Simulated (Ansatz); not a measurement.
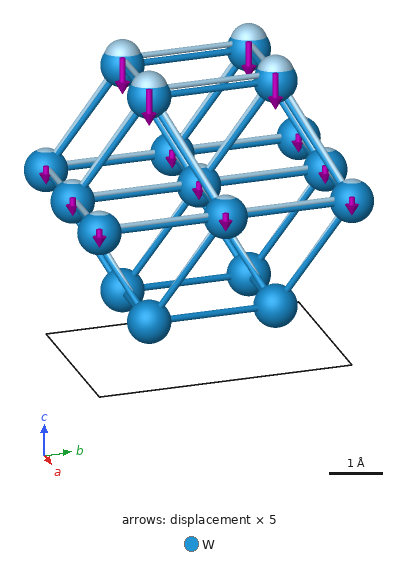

A constrained relaxation of a slab of composition W (cut from the Im-3m phase). The starting structure is drawn faded, the final one solid; purple arrows show the displacements, magnified 5 times.

A ball-and-stick model of the cell of the calculation, outlined in the plane, without the vacuum, seen slightly off an axis.

Case: clean slab, lower planes held. The slab is the (1 1 0) face of W. 4 atoms are held fixed.

Method: DFT PBE, scalar-relativistic, plane waves, PAW in Ansatz 0.2.0. Set-up: plane-wave cutoff 420 eV; k-point mesh 4 × 4 × 1; occupations gaussian; smearing width 0.1 eV; no spin polarisation; dipole correction; atoms relaxed in a fixed cell; force threshold 0.03 eV/Å; at most 70 steps.

Q: What did the optimiser do to the structure, and how much energy did it gain?

A: Over 3 geometry steps the energy falls by 0.183 eV per cell of the calculation. The largest force component goes from 0.62 to 0.0064 eV/Å. The largest moves, 0.14 Å, are those of W atoms. The cell stays as it was. Some distances before and after: W–W 2.757 → 2.700 Å, W–W 3.184 → 3.134 Å.
